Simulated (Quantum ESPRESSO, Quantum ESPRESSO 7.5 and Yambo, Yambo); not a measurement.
**GaN (honeycomb monolayer): G0W0 with Yambo, start to end**

How does a plane-wave GW calculation on GaN (honeycomb monolayer) run from the first input to the gap?

Main program and level: Quantum ESPRESSO 7.5 and Yambo 5.3.0; PBE and many-body steps on it, plane waves.

## Step 1: Set-up

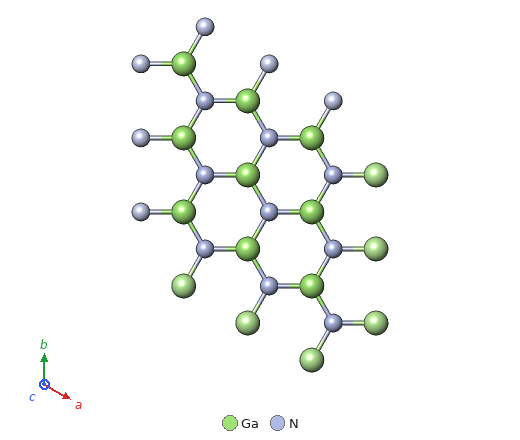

The cell as given, from above (gallium green, nitrogen light blue). 3×3×1 cells are drawn. Some periodic images of atoms are drawn too.

The cell holds 2 atoms: 1 Ga and 1 N. Cell: a = 3.214 Å, b = 3.214 Å, c = 14.000 Å, α = 90.0°, β = 90.0°, γ = 120.0°. Vacuum lies along c.

The structure was relaxed with PBE. The runs that relaxed it are not among those shown.

## Step 2: Ground state

This step: Quantum ESPRESSO 7.5; DFT, PBE, plane waves, norm-conserving pseudopotentials.

The ground-state density comes first.

pw.in reads:

```
&control
  calculation = 'scf'
  prefix = 'x'
  outdir = 'o'
  pseudo_dir = 'pseudo'
/
&system
  ibrav = 0
  nat = 2
  ntyp = 2
  ecutwfc = 104.0
  nbnd = 18
  force_symmorphic = .true.
/
&electrons
  conv_thr = 1e-10
  electron_maxstep = 80
  mixing_beta = 0.5
/
ATOMIC_SPECIES
  Ga 69.723 Ga.upf
  N 14.007 N.upf
CELL_PARAMETERS angstrom
  3.2137349432 0.0000000002 0.0000000000
  -1.6068674718 2.7831761017 0.0000000000
  0.0000000000 0.0000000000 14.0000000000
ATOMIC_POSITIONS crystal
  Ga 0.3333333333 0.6666666667 0.5000451249
  N 0.6666666667 0.3333333333 0.4999548751
K_POINTS automatic
  12 12 1 0 0 0
```

Launch:

```bash
> OMP_NUM_THREADS=1 mpirun -n 8 pw.x -nk 8 -in pw.in > pw.out
```

The log of the run:

```text
Program PWSCF v.7.5 starts

     This program is part of the open-source Quantum ESPRESSO suite
     for quantum simulation of materials; please cite
         "P. Giannozzi et al., J. Phys.:Condens. Matter 21 395502 (2009);
         "P. Giannozzi et al., J. Phys.:Condens. Matter 29 465901 (2017);
         "P. Giannozzi et al., J. Chem. Phys. 152 154105 (2020);
     in publications or presentations arising from this work. More details at
     Message from routine setup:
     using ibrav=0 with symmetry is DISCOURAGED, use correct ibrav instead

     G-vector sticks info

     bravais-lattice index     =            0
     lattice parameter (alat)  =       6.0731  a.u.
     unit-cell volume          =     845.0363 (a.u.)^3
     number of atoms/cell      =            2
     number of atomic types    =            2
     number of electrons       =        26.00
     number of Kohn-Sham states=           18
     kinetic-energy cutoff     =     104.0000  Ry
     charge density cutoff     =     416.0000  Ry
     scf convergence threshold =      1.0E-10
     mixing beta               =       0.5000
     number of iterations used =            8  plain     mixing
     Exchange-correlation= PBE
                           (   1   4   3   4   0   0   0)

     celldm(1)=   6.073079  celldm(2)=   0.000000  celldm(3)=   0.000000
     celldm(4)=   0.000000  celldm(5)=   0.000000  celldm(6)=   0.000000

     crystal axes: (cart. coord. in units of alat)
               a(1) = (   1.000000   0.000000   0.000000 )
               a(2) = (  -0.500000   0.866025   0.000000 )
               a(3) = (   0.000000   0.000000   4.356302 )

     reciprocal axes: (cart. coord. in units 2 pi/alat)
               b(1) = (  1.000000  0.577350 -0.000000 )
               b(2) = ( -0.000000  1.154701  0.000000 )
               b(3) = (  0.000000 -0.000000  0.229552 )
     Pseudo is Norm-conserving + core correction, Zval = 21.0
     Generated using ONCVPSP code by D. R. Hamann
     Using radial grid of 1902 points,  6 beta functions with:
     Pseudo is Norm-conserving + core correction, Zval =  5.0
     Generated using ONCVPSP code by D. R. Hamann
     Using radial grid of 1058 points,  4 beta functions with:
     Ga               21.00    69.72300     Ga( 1.00)
     N                 5.00    14.00700     N ( 1.00)

      6 Sym. Ops. (no inversion) found

   Cartesian axes

     site n.     atom                  positions (alat units)
         1        Ga     tau(   1) = (  -0.0000000   0.5773503   2.1783476  )
         2        N      tau(   2) = (   0.5000000   0.2886751   2.1779544  )

     number of k points=    19
                       cart. coord. in units 2pi/alat
        k(    1) = (   0.0000000   0.0000000   0.0000000), wk =   0.0138889
        k(    2) = (  -0.0000000   0.0962250   0.0000000), wk =   0.0833333
        k(    3) = (  -0.0000000   0.1924501   0.0000000), wk =   0.0833333
        k(    4) = (  -0.0000000   0.2886751   0.0000000), wk =   0.0833333
        k(    5) = (  -0.0000000   0.3849002   0.0000000), wk =   0.0833333
        k(    6) = (  -0.0000000   0.4811252   0.0000000), wk =   0.0833333
        k(    7) = (   0.0000000  -0.5773503   0.0000000), wk =   0.0416667
        k(    8) = (   0.0833333   0.1443376   0.0000000), wk =   0.0833333
        k(    9) = (   0.0833333   0.2405626   0.0000000), wk =   0.1666667
        k(   10) = (   0.0833333   0.3367877   0.0000000), wk =   0.1666667
     [... 7 further rows ...]
        k(   18) = (   0.2500000   0.5292377   0.0000000), wk =   0.1666667
        k(   19) = (   0.3333333   0.5773503   0.0000000), wk =   0.0277778

     Dense  grid:   121095 G-vectors     FFT dimensions: (  40,  40, 180)

     Initial potential from superposition of free atoms

     starting charge      25.9973, renormalised to      26.0000
     Starting wfcs are   17 randomized atomic wfcs +    1 random wfcs

     per-process dynamical memory:    84.0 Mb

     Self-consistent Calculation

     iteration #  1     ecut=   104.00 Ry     beta= 0.50

     total energy              =    -517.15382709 Ry
     estimated scf accuracy    <       0.77080372 Ry

     iteration #  2     ecut=   104.00 Ry     beta= 0.50

     total energy              =    -517.37513029 Ry
     estimated scf accuracy    <       0.26812176 Ry

     iteration #  3     ecut=   104.00 Ry     beta= 0.50

     total energy              =    -517.42107238 Ry
     estimated scf accuracy    <       0.00585132 Ry

     iteration #  4     ecut=   104.00 Ry     beta= 0.50

     total energy              =    -517.42146601 Ry
     estimated scf accuracy    <       0.00173571 Ry

     iteration #  5     ecut=   104.00 Ry     beta= 0.50

     total energy              =    -517.42150020 Ry
     estimated scf accuracy    <       0.00008794 Ry

     iteration #  6     ecut=   104.00 Ry     beta= 0.50

     total energy              =    -517.42152521 Ry
     estimated scf accuracy    <       0.00001659 Ry

     iteration #  7     ecut=   104.00 Ry     beta= 0.50

     total energy              =    -517.42152786 Ry
     estimated scf accuracy    <       0.00000172 Ry

     iteration #  8     ecut=   104.00 Ry     beta= 0.50

     total energy              =    -517.42152774 Ry
     estimated scf accuracy    <       0.00000090 Ry

     iteration #  9     ecut=   104.00 Ry     beta= 0.50

     total energy              =    -517.42152785 Ry
     estimated scf accuracy    <       0.00000003 Ry

     iteration # 10     ecut=   104.00 Ry     beta= 0.50

     total energy              =    -517.42152786 Ry
     estimated scf accuracy    <          3.4E-09 Ry

     iteration # 11     ecut=   104.00 Ry     beta= 0.50

     total energy              =    -517.42152786 Ry
     estimated scf accuracy    <          3.4E-09 Ry

     iteration # 12     ecut=   104.00 Ry     beta= 0.50

     total energy              =    -517.42152786 Ry
     estimated scf accuracy    <          3.8E-10 Ry

     iteration # 13     ecut=   104.00 Ry     beta= 0.50

     End of self-consistent calculation

          k = 0.0000 0.0000 0.0000 ( 15025 PWs)   bands (ev):

  -144.3291 -95.2307 -94.9857 -94.9857 -17.5142 -15.7112 -15.7112 -15.4423
   -15.4423 -14.7434  -4.8202  -2.5844  -2.5844  -0.1006   2.5638   2.6446
     4.0564   4.7610

          k =-0.0000 0.0962 0.0000 ( 15077 PWs)   bands (ev):

  -144.3291 -95.2307 -94.9858 -94.9857 -17.4635 -15.7127 -15.6922 -15.4506
   -15.4435 -14.7068  -4.7111  -3.2047  -2.7248   0.3546   2.6519   2.8095
     4.2294   4.8059

          k =-0.0000 0.1925 0.0000 ( 15121 PWs)   bands (ev):

  -144.3291 -95.2307 -94.9860 -94.9858 -17.3299 -15.7097 -15.6391 -15.4730
   -15.4468 -14.5907  -4.4369  -4.3950  -3.0868   1.1406   2.8789   3.2696
     4.6988   4.9253

          k =-0.0000 0.2887 0.0000 ( 15141 PWs)   bands (ev):

     [... further k-points ...]

     highest occupied, lowest unoccupied level (ev):    -2.2617   -0.1006

!    total energy              =    -517.42152786 Ry
     estimated scf accuracy    <          2.8E-12 Ry

     The total energy is the sum of the following terms:
     one-electron contribution =   -1324.28299355 Ry
     hartree contribution      =     654.97096063 Ry
     xc contribution           =     -57.82227345 Ry
     ewald contribution        =     209.71277852 Ry

     convergence has been achieved in  13 iterations

     XML data file, charge density, pseudopotentials, collected wavefunctions

=------------------------------------------------------------------------------=
   JOB DONE.
=------------------------------------------------------------------------------=
```

Run time: 22 s. Hardware: 8 MPI ranks of Intel Xeon 6975P-C (Granite Rapids), shared host; peak memory 1 GiB; 2.9 min of CPU time.

This step gave:

| Item | Value |
| --- | --- |
| total energy | -7039.8785 eV |
| gap | 2.161 eV |
| k of the valence top | 0.3333, 0.3333, 0 |
| k of the conduction bottom | 0, 0, 0 |
| least direct gap | 2.484 eV |

The gap is indirect, with the least direct gap 0.32 eV higher.

## Step 3: Bands along the symmetry lines

Levels along a band path, at the cheap level, show where the edges lie and whether the meshes to come will hold them.

pw.in reads:

```
&control
  calculation = 'bands'
  prefix = 'x'
  outdir = 'o'
  pseudo_dir = 'pseudo'
/
&system
  ibrav = 0
  nat = 2
  ntyp = 2
  ecutwfc = 104.0
  nbnd = 19
  force_symmorphic = .true.
/
&electrons
  conv_thr = 1e-9
  electron_maxstep = 80
  diago_full_acc = .true.
  diago_thr_init = 5e-6
/
ATOMIC_SPECIES
  Ga 69.723 Ga.upf
  N 14.007 N.upf
CELL_PARAMETERS angstrom
  3.2137349432 0.0000000002 0.0000000000
  -1.6068674718 2.7831761017 0.0000000000
  0.0000000000 0.0000000000 14.0000000000
ATOMIC_POSITIONS crystal
  Ga 0.3333333333 0.6666666667 0.5000451249
  N 0.6666666667 0.3333333333 0.4999548751
K_POINTS crystal
  25
  0.00000000 0.00000000 0.00000000 1
  0.06250000 0.00000000 0.00000000 1
  0.12500000 0.00000000 0.00000000 1
  0.18750000 0.00000000 0.00000000 1
  0.25000000 0.00000000 0.00000000 1
  0.31250000 0.00000000 0.00000000 1
  0.37500000 0.00000000 0.00000000 1
  0.43750000 0.00000000 0.00000000 1
  0.50000000 0.00000000 0.00000000 1
  0.47916667 0.04166667 0.00000000 1
  0.45833333 0.08333333 0.00000000 1
  0.43750000 0.12500000 0.00000000 1
  0.41666666 0.16666666 0.00000000 1
  0.39583333 0.20833333 0.00000000 1
  0.37500000 0.25000000 0.00000000 1
  0.35416666 0.29166666 0.00000000 1
  0.33333333 0.33333333 0.00000000 1
  0.29166666 0.29166666 0.00000000 1
  0.25000000 0.25000000 0.00000000 1
  0.20833333 0.20833333 0.00000000 1
  0.16666666 0.16666666 0.00000000 1
  0.12500000 0.12500000 0.00000000 1
  0.08333333 0.08333333 0.00000000 1
  0.04166667 0.04166667 0.00000000 1
  0.00000000 0.00000000 0.00000000 1
```

The log of the run:

```text
[banner, memory and clock lines left out]
Program PWSCF v.7.5 starts

     Atomic positions and unit cell read from directory:
     o/x.save/

     Message from routine setup:
     using ibrav=0 with symmetry is DISCOURAGED, use correct ibrav instead

     G-vector sticks info

     bravais-lattice index     =            0
     lattice parameter (alat)  =       6.0731  a.u.
     unit-cell volume          =     845.0363 (a.u.)^3
     number of atoms/cell      =            2
     number of atomic types    =            2
     number of electrons       =        26.00
     number of Kohn-Sham states=           19
     kinetic-energy cutoff     =     104.0000  Ry
     charge density cutoff     =     416.0000  Ry
     Exchange-correlation= PBE
                           (   1   4   3   4   0   0   0)

     celldm(1)=   6.073079  celldm(2)=   0.000000  celldm(3)=   0.000000
     celldm(4)=   0.000000  celldm(5)=   0.000000  celldm(6)=   0.000000

     crystal axes: (cart. coord. in units of alat)
               a(1) = (   1.000000   0.000000   0.000000 )
               a(2) = (  -0.500000   0.866025   0.000000 )
               a(3) = (   0.000000   0.000000   4.356302 )

     reciprocal axes: (cart. coord. in units 2 pi/alat)
               b(1) = (  1.000000  0.577350 -0.000000 )
               b(2) = ( -0.000000  1.154701  0.000000 )
               b(3) = (  0.000000 -0.000000  0.229552 )
     Pseudo is Norm-conserving + core correction, Zval = 21.0
     Generated using ONCVPSP code by D. R. Hamann
     Using radial grid of 1902 points,  6 beta functions with:
     Pseudo is Norm-conserving + core correction, Zval =  5.0
     Generated using ONCVPSP code by D. R. Hamann
     Using radial grid of 1058 points,  4 beta functions with:
     Ga               21.00    69.72300     Ga( 1.00)
     N                 5.00    14.00700     N ( 1.00)

      6 Sym. Ops. (no inversion) found

   Cartesian axes

     site n.     atom                  positions (alat units)
         1        Ga     tau(   1) = (  -0.0000000   0.5773503   2.1783476  )
         2        N      tau(   2) = (   0.5000000   0.2886751   2.1779544  )

     number of k points=    25
                       cart. coord. in units 2pi/alat
        k(    1) = (   0.0000000   0.0000000   0.0000000), wk =   0.0800000
        k(    2) = (   0.0625000   0.0360844   0.0000000), wk =   0.0800000
        k(    3) = (   0.1250000   0.0721688   0.0000000), wk =   0.0800000
[...]
[... 13 further rows ...]
        k(   24) = (   0.0416667   0.0721688   0.0000000), wk =   0.0800000
        k(   25) = (   0.0000000   0.0000000   0.0000000), wk =   0.0800000

     Dense  grid:   121095 G-vectors     FFT dimensions: (  40,  40, 180)

     The potential is recalculated from file :
     o/x.save/charge-density

     Starting wfcs are   17 randomized atomic wfcs +    2 random wfcs

     Band Structure Calculation

     End of band structure calculation

          k = 0.0000 0.0000 0.0000 ( 15025 PWs)   bands (ev):

  -144.3291 -95.2306 -94.9856 -94.9856 -17.5142 -15.7112 -15.7112 -15.4423
   -15.4423 -14.7434  -4.8202  -2.5844  -2.5844  -0.1006   2.5638   2.6446
     4.0564   4.7610   7.3941

          k = 0.0625 0.0361 0.0000 ( 15067 PWs)   bands (ev):

  -144.3291 -95.2307 -94.9857 -94.9857 -17.4853 -15.7122 -15.7004 -15.4470
[...]
4.1545   4.7867   7.4775

          k = 0.1250 0.0722 0.0000 ( 15095 PWs)   bands (ev):

[...]
4.4352   4.8577   7.6292

[...]
k = 0.0417 0.0722 0.0000 ( 15067 PWs)   bands (ev):

[...]
4.1869   4.7950   7.5051

          k = 0.0000 0.0000 0.0000 ( 15025 PWs)   bands (ev):

  -144.3291 -95.2306 -94.9856 -94.9856 -17.5142 -15.7112 -15.7112 -15.4423
   -15.4423 -14.7434  -4.8202  -2.5844  -2.5844  -0.1006   2.5638   2.6446
     4.0564   4.7610   7.3941

     XML data file, pseudopotentials, collected wavefunctions
```

The job ended after 6.7 s (8 MPI ranks; peak memory 0.86 GiB; 50 s of CPU time).

Numbers from this step:

```
gap                        : 2.161 eV
k of the valence top       : 0.3333, 0.3333, 0
k of the conduction bottom : 0, 0, 0
least direct gap           : 2.484 eV
```

The gap is 2.161 eV, as in the run before at this level.

The electronic bands at the labelled points (eV, zero at the top of the highest filled band):

| point | band 10 | band 11 | band 12 | band 13 | band 14 | band 15 | band 16 | band 17 |
| --- | --- | --- | --- | --- | --- | --- | --- | --- |
| Γ | -12.48 | -2.56 | -0.32 | -0.32 | 2.16 | 4.83 | 4.91 | 6.32 |
| M | -11.31 | -6.07 | -2.09 | -0.34 | 4.78 | 5.23 | 8.23 | 9.25 |
| K | -10.96 | -5.55 | -4.24 | 0.00 | 5.08 | 7.37 | 8.88 | 9.32 |
| Γ | -12.48 | -2.56 | -0.32 | -0.32 | 2.16 | 4.83 | 4.91 | 6.32 |

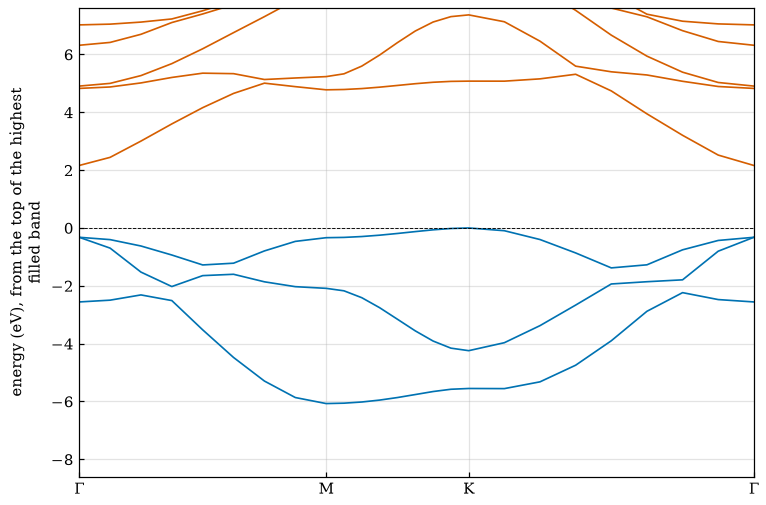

Electronic bands along the path; lines of filled and empty bands in two colours.

## Step 4: Empty states on the mesh, 6×6×1 mesh, 71 bands

The sums over transitions need many empty states on a uniform mesh; this step solves for them.

pw.in reads:

```
&control
  calculation = 'nscf'
  prefix = 'x'
  outdir = 'o'
  pseudo_dir = 'pseudo'
/
&system
  ibrav = 0
  nat = 2
  ntyp = 2
  ecutwfc = 104.0
  nbnd = 71
  force_symmorphic = .true.
/
&electrons
  conv_thr = 1e-9
  electron_maxstep = 80
  diago_full_acc = .true.
  diago_thr_init = 5e-6
/
ATOMIC_SPECIES
  Ga 69.723 Ga.upf
  N 14.007 N.upf
CELL_PARAMETERS angstrom
  3.2137349432 0.0000000002 0.0000000000
  -1.6068674718 2.7831761017 0.0000000000
  0.0000000000 0.0000000000 14.0000000000
ATOMIC_POSITIONS crystal
  Ga 0.3333333333 0.6666666667 0.5000451249
  N 0.6666666667 0.3333333333 0.4999548751
K_POINTS automatic
  6 6 1 0 0 0
```

Launch:

```bash
> OMP_NUM_THREADS=1 mpirun -n 8 pw.x -nk 4 -in pw.in > pw.out
```

The log of the run:

```text
[banner, memory and clock lines left out]
Program PWSCF v.7.5 starts

     Atomic positions and unit cell read from directory:
     o/x.save/

     Message from routine setup:
     using ibrav=0 with symmetry is DISCOURAGED, use correct ibrav instead

     bravais-lattice index     =            0
     lattice parameter (alat)  =       6.0731  a.u.
     unit-cell volume          =     845.0363 (a.u.)^3
     number of atoms/cell      =            2
     number of atomic types    =            2
     number of electrons       =        26.00
     number of Kohn-Sham states=           71
     kinetic-energy cutoff     =     104.0000  Ry
     charge density cutoff     =     416.0000  Ry
     Exchange-correlation= PBE
                           (   1   4   3   4   0   0   0)

     celldm(1)=   6.073079  celldm(2)=   0.000000  celldm(3)=   0.000000
     celldm(4)=   0.000000  celldm(5)=   0.000000  celldm(6)=   0.000000

     crystal axes: (cart. coord. in units of alat)
               a(1) = (   1.000000   0.000000   0.000000 )
               a(2) = (  -0.500000   0.866025   0.000000 )
               a(3) = (   0.000000   0.000000   4.356302 )

     reciprocal axes: (cart. coord. in units 2 pi/alat)
               b(1) = (  1.000000  0.577350 -0.000000 )
               b(2) = ( -0.000000  1.154701  0.000000 )
               b(3) = (  0.000000 -0.000000  0.229552 )
     Pseudo is Norm-conserving + core correction, Zval = 21.0
     Generated using ONCVPSP code by D. R. Hamann
     Using radial grid of 1902 points,  6 beta functions with:
     Pseudo is Norm-conserving + core correction, Zval =  5.0
     Generated using ONCVPSP code by D. R. Hamann
     Using radial grid of 1058 points,  4 beta functions with:
     Ga               21.00    69.72300     Ga( 1.00)
     N                 5.00    14.00700     N ( 1.00)

      6 Sym. Ops. (no inversion) found

   Cartesian axes

     site n.     atom                  positions (alat units)
         1        Ga     tau(   1) = (  -0.0000000   0.5773503   2.1783476  )
         2        N      tau(   2) = (   0.5000000   0.2886751   2.1779544  )

     number of k points=     7
                       cart. coord. in units 2pi/alat
        k(    1) = (   0.0000000   0.0000000   0.0000000), wk =   0.0555556
        k(    2) = (  -0.0000000   0.1924501   0.0000000), wk =   0.3333333
        k(    3) = (  -0.0000000   0.3849002   0.0000000), wk =   0.3333333
        k(    4) = (   0.0000000  -0.5773503   0.0000000), wk =   0.1666667
        k(    5) = (   0.1666667   0.2886751   0.0000000), wk =   0.3333333
        k(    6) = (   0.1666667   0.4811252   0.0000000), wk =   0.6666667
        k(    7) = (   0.3333333   0.5773503   0.0000000), wk =   0.1111111

     Dense  grid:   121095 G-vectors     FFT dimensions: (  40,  40, 180)

     The potential is recalculated from file :
     o/x.save/charge-density

     Starting wfcs are   17 randomized atomic wfcs +   54 random wfcs

     Band Structure Calculation

     End of band structure calculation

          k = 0.0000 0.0000 0.0000 ( 15025 PWs)   bands (ev):

  -144.3291 -95.2306 -94.9856 -94.9856 -17.5142 -15.7112 -15.7112 -15.4423
   -15.4423 -14.7434  -4.8202  -2.5844  -2.5844  -0.1006   2.5638   2.6446
     4.0564   4.7610   7.3940   7.6562   8.6849   8.6849  12.1205  12.2385
[...]
28.8242  28.8242  29.0773  30.9378  31.0061  31.0061  31.2222

          k =-0.0000 0.1925 0.0000 ( 15121 PWs)   bands (ev):

[...]
29.4773  29.8808  30.0375  30.0850  30.6605  31.2297  31.2561

          k =-0.0000 0.3849 0.0000 ( 15145 PWs)   bands (ev):

[...]
25.7479  26.1674  26.5948  27.0999  27.2206  27.3136  27.5961  28.0244
    28.7020  29.5783  30.0654  30.3471  30.6045  31.3596  31.4663  31.5633
    31.7784  32.9421  33.1120  33.6391  33.7464  34.3929  34.6387

          k = 0.0000-0.5774 0.0000 ( 15148 PWs)   bands (ev):

     [... further k-points ...]

     highest occupied, lowest unoccupied level (ev):    -2.2617   -0.1006

     XML data file, pseudopotentials, collected wavefunctions
```

Elapsed: 8.9 s, on 8 MPI ranks; peak memory 0.88 GiB.

This step gave:

| Quantity | Value |
| --- | --- |
| gap | 2.161 eV |
| k of the valence top | 0.3333, 0.3333, 0 |
| k of the conduction bottom | 0, 0, 0 |
| least direct gap | 2.484 eV |
| k points computed | 7 |
| lowest point of the top converged band, above the valence top | 33.48 eV |

On this mesh the gap is 2.161 eV.

(Part 1 of 2 ends here.)

[Paths, hosts, dates, memory and timing lines, banners, echoed tables and standing remarks are left out of the program output.]

[Logs are printed without paths, hosts, clocks, repeated set-up lines and the standing remarks that a program may print on its own settings, such as how far it seeks lower states.]

[Runs of the session that timed out or met a known fault of the program may be left out.]

[Hosts, paths, dates, database ids (printed as entryN), source tags and the programs' standing remarks are cut or masked in the printed files.]
